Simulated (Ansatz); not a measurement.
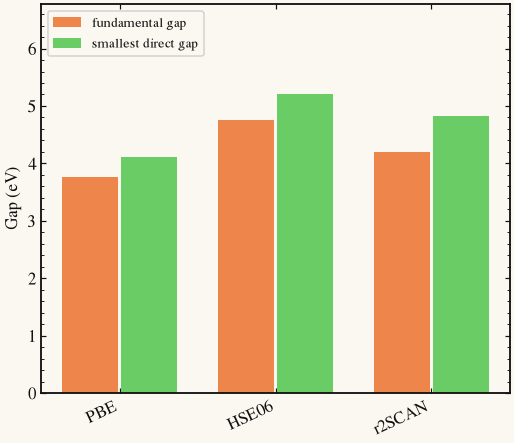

Gaps of MgS, space group F-43m (No. 216), 2 atoms in the cell, zincblende type, hydrostatic strain −4.0%, at several levels of theory on one cell (Ansatz, plane waves and PAW; edges over the mesh and the special points).

### How does the gap depend on the level, and does its kind change?

In rising order: PBE 3.76 eV, r2SCAN 4.21 eV and HSE06 4.75 eV. It is indirect at every level.
